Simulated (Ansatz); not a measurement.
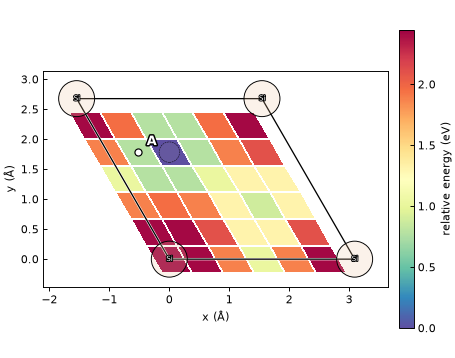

C on a SiC(001) slab cut from the P6_3mc phase, its upper half relaxed before the scan (32 atoms of substrate and one adsorbate in a 2 × 2 cell). 
- C is moved over the surface cell; relaxed at each place: the height of the adsorbate's atoms; substrate rigid; the origin of the map has the adsorbate above Si29.
- Places are given modulo a cell vector. The map is drawn in real space over the plane of the surface.
- Grid: 6 × 6 points; 10 points were computed and 26 follow by symmetry.
- Places are given in fractions of the 1 × 1 surface cell.
- All energies are given in eV relative to the lowest grid point.
- Energies and slopes of some neighbouring points disagree (a jump in structure or state, or too coarse a mesh). The magnetic moment jumps between some neighbouring points.
- These are results of DFT PBE, scalar-relativistic, plane waves, PAW (Ansatz), not measurements. Settings: cutoff 420 eV, k-mesh 6×6×1, gaussian smearing 0.05 eV, spin-polarised.

Drawn: one coloured cell a grid point, labelled circles for the atoms of the top layer and small ones for the second layer, the outline of one cell of the plane, the point A.

> Is A at rest? If not, where is it pushed?

A, at (1/6, 4/6) of the cell vectors, is not a stationary point. The computed force is 2.8 eV/Å in the plane, pointing down and right in the picture (components 2.5 and −1.3 eV/Å).

PAW datasets: the set soft_1.
